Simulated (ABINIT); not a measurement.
**AlN (P6_3mc): ε∞ along x against volume**

The cell of AlN (P6_3mc) is scaled evenly and the response computed anew at each volume, on one mesh. The atoms keep their fractional positions. x, y and z are the Cartesian axes of the input cell.

Symmetry: P6_3mc, No. 186, hexagonal system. The conventional cell has a = 3.113 Å, b = 3.113 Å, c = 4.981 Å, α = 90.00°, β = 90.00°, γ = 120.00°. Around Al on site b lie 4 N at 1.89 Å. N on site b has 4 Al at 1.89 Å as nearest neighbours.

Method: ABINIT 10.8.3, LDA, independent particles, k-mesh 12×12×7, Lorentzian half width 0.04 eV.

Launch of the response step: `optic optic.abi`. The series took 7.6 min in all, its band step included, on 4 threads of Intel(R) Xeon(R) Processor @ 2.70GHz, on a shared host.

```tsv
V/V₀	V (Å³, primitive cell)	ε∞ along x
0.94	39.29	4.4260
0.97	40.55	4.4877
1.00	41.80	4.5455
1.03	43.06	?
1.06	44.31	4.6739
```

For small changes the quantity should be close to linear in ln V.

Working, on the rows shown:

| x = ln(V/V₀) | y = ε∞ along x |
| --- | --- |
| -0.0618754 | 4.426 |
| -0.0304592 | 4.4877 |
| 0 | 4.5455 |
| 0.0582689 | 4.6739 |

Means: x̄ = -0.0085164, ȳ = 4.5333. Σ(x − x̄)(y − ȳ) = 0.01622, Σ(x − x̄)² = 0.007861. Slope = 0.01622 / 0.007861 = 2.063; intercept = ȳ − slope · x̄ = 4.5508. The line misses the rows shown by at most 0.0053.

Predict the last column of the withheld row from the fit.

At x = 0.029559 the line gives y = 4.6118. The run gave 4.6075, so the interpolation is off by 0.0043, 1.7 % of the range in the table.

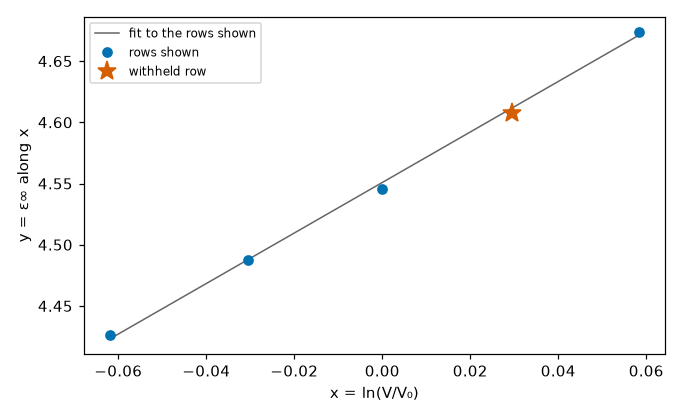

Between the rows on either side of x = 0 the slope is (4.6075 − 4.4877) / (0.029559 − (-0.030459)) = 1.996. So d ln ε∞/d ln V = +0.44 at V₀: ε∞ falls under slight compression. The cell comes from an older database entry, whose edges can be off by a per cent or so. Excitons are left out and so are local fields; LDA gaps are as a rule too small. The values come from a sum over the points of one k-mesh and carry its error, which grows as the direct gap shrinks.

[Logs are printed without paths, hosts, clocks, repeated set-up lines and the standing remarks that a program may print on its own settings, such as how far it seeks lower states.]
